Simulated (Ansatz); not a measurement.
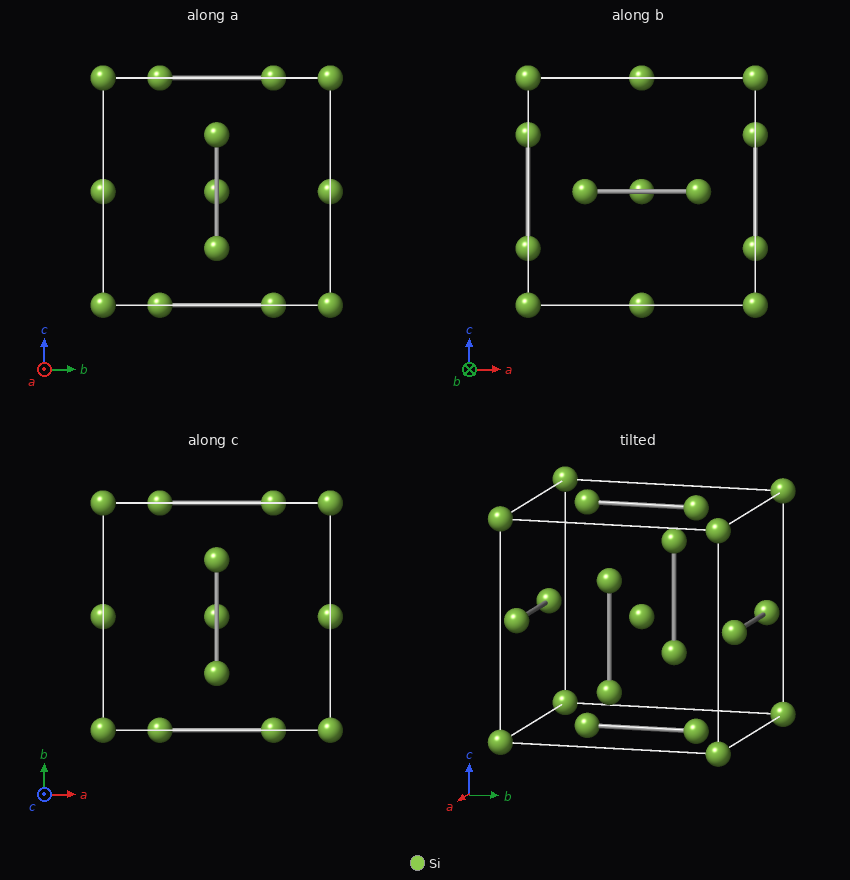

Ball-and-stick drawing of the structure, looking along the a axis, along the b axis, along the c axis and slightly off an axis. The frame is the conventional unit cell; atoms at its boundary are shown with their periodic copies.

Lattice parameters: a = 5.130 Å, b = 5.130 Å, c = 5.130 Å, α = 90.00°, β = 90.00°, γ = 90.00°. Put a along x and b in the xy plane.

Q: Transcribe the picture into a POSCAR file.

A:
```
Si
1.0
     5.130    0.000    0.000
     0.000    5.130    0.000
     0.000    0.000    5.130
Si
8
Direct
  0.0000 0.0000 0.0000
  0.5000 0.5000 0.5000
  0.2500 0.0000 0.5000
  0.7500 0.0000 0.5000
  0.5000 0.2500 0.0000
  0.5000 0.7500 0.0000
  0.0000 0.5000 0.2500
  0.0000 0.5000 0.7500
```

Its origin is a structure type filled with this element by a generator (whether the element takes this form wasn't checked). Earlier steps of the study may have refined or changed the cell and positions. A calculation with Ansatz used it as input.
